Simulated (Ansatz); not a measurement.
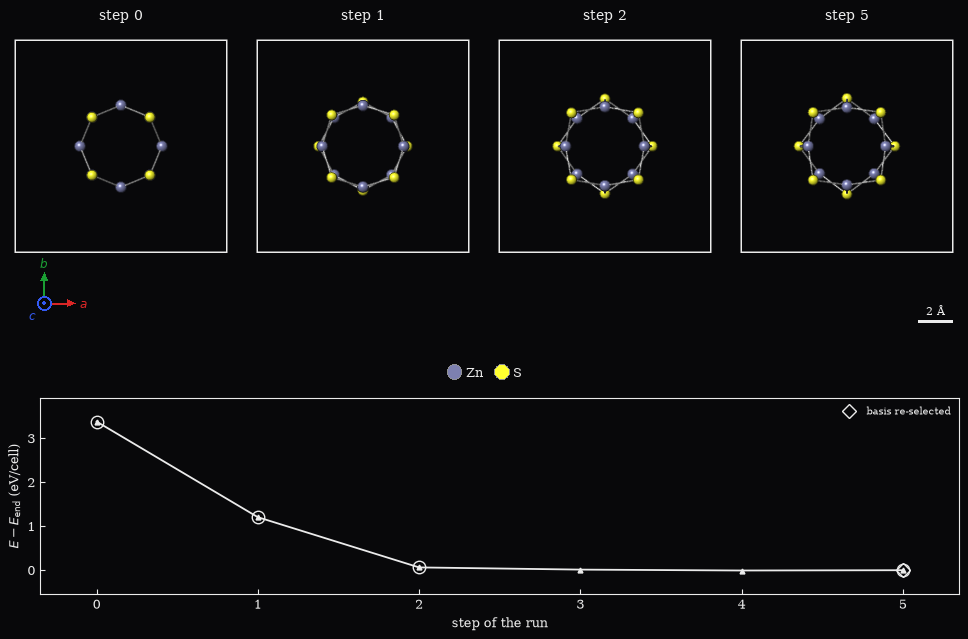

Frames of a relaxation of a wire of composition ZnS, marked on the history of the run. Style: ball-and-stick. Shown: the cell of the calculation, with the vacuum cut short, along the c axis.

Case: (4,0) tube.

Method: Ansatz 0.2.0, DFT PBE, scalar-relativistic, plane waves, PAW.

The input:
```yaml
crystal:
  lattice:
    - [13.4, 0.0, 0.0]
    - [0.0, 13.7, 0.0]
    - [0.0, 0.0, 6.7308990642]
  atoms:
    - { symbol: Zn, position: [0.6846238381, 0.5, 0.6666666667] }
    - { symbol: Zn, position: [0.5, 0.6805809804, 0.6666666667] }
    - { symbol: Zn, position: [0.6305487679, 0.6276900358, 0.1666666667] }
    - { symbol: Zn, position: [0.3153761619, 0.5, 0.6666666667] }
    - { symbol: Zn, position: [0.3694512321, 0.6276900358, 0.1666666667] }
    - { symbol: Zn, position: [0.5, 0.3194190196, 0.6666666667] }
    - { symbol: Zn, position: [0.3694512321, 0.3723099642, 0.1666666667] }
    - { symbol: Zn, position: [0.6305487679, 0.3723099642, 0.1666666667] }
    - { symbol: S, position: [0.6305487679, 0.6276900358, 0.8333333333] }
    - { symbol: S, position: [0.6846238381, 0.5, 0.3333333333] }
    - { symbol: S, position: [0.3694512321, 0.6276900358, 0.8333333333] }
    - { symbol: S, position: [0.5, 0.6805809804, 0.3333333333] }
    - { symbol: S, position: [0.3694512321, 0.3723099642, 0.8333333333] }
    - { symbol: S, position: [0.3153761619, 0.5, 0.3333333333] }
    - { symbol: S, position: [0.6305487679, 0.3723099642, 0.8333333333] }
    - { symbol: S, position: [0.5, 0.3194190196, 0.3333333333] }
basis:
  ecutwfc: 420
kpoints:
  mp_grid: { grid: [1, 1, 7] }
hamiltonian:
  xc: pbe
scf:
  occupations: { method: gaussian, width: 0.05 }
output:
  forces: true
  stress: true
  eigenvalues: true
  populations: true
  write_density: true
  write_potential: true
  elf: true
  volumetric_format: npy
relax:
  adjacent_minimum: "off"
  f_tol: 0.02
  max_steps: 45
  cell: { fix: [a, b, alpha, beta, gamma], stress_tol: 0.03 }
```

Launched with:
```bash
ansatz run input.yaml --threads 4 --pin off --max-ram 11264MiB --backend cpu --events-out ev --progress --plain --runs-dir out
```

Question: What happens along the run?

Answer: The largest moves relative to the layer's centre, 0.42 Å, are those of 8 atoms (S9, S10, S11, S12 and others). By element the largest moves are S 0.42 Å, Zn 0.14 Å. Along the periodic axis the drawn cell goes c 6.731 → 6.347 Å (−5.7 %). Among the contacts that change: Zn1–S15 2.201 → 2.278 Å, Zn1–S10 2.244 → 2.282 Å. Bond angles that change, for instance: S10–Zn8–S16 105.3° → 127.7°, Zn1–S10–Zn3 120.6° → 106.1°, Zn3–S10–Zn8 105.3° → 93.2°. The energy falls by 3.382 eV per cell of the calculation in 4 accepted moves (5 points after the start). Largest force component: 1.7 eV/Å at the start, 0.011 eV/Å at the end. The SCF was repeated once at an unchanged geometry on a basis and grid sized afresh for the cell, which shifted the energy by 6.6 meV per cell of the calculation at most. From step 0 to 1: S atoms move most (0.20 Å), energy −2.175 eV per cell of the calculation. From step 1 to 2: S atoms move most (0.19 Å), energy −1.143 eV per cell of the calculation. From step 2 to 5: Zn atoms move most (0.04 Å), energy −63.7 meV per cell of the calculation.

| step | E − E(0), meV/atom | largest force component, eV/Å | note |
| --- | --- | --- | --- |
| 0 | 0.00 | 1.7012 |  |
| 1 | -135.96 | 0.9499 |  |
| 2 | -207.38 | 0.3167 |  |
| 3 | -210.51 | 0.1230 |  |
| 4 | -211.77 | 0.0106 |  |
| 5 | -211.36 | 0.0107 | same geometry, new basis |
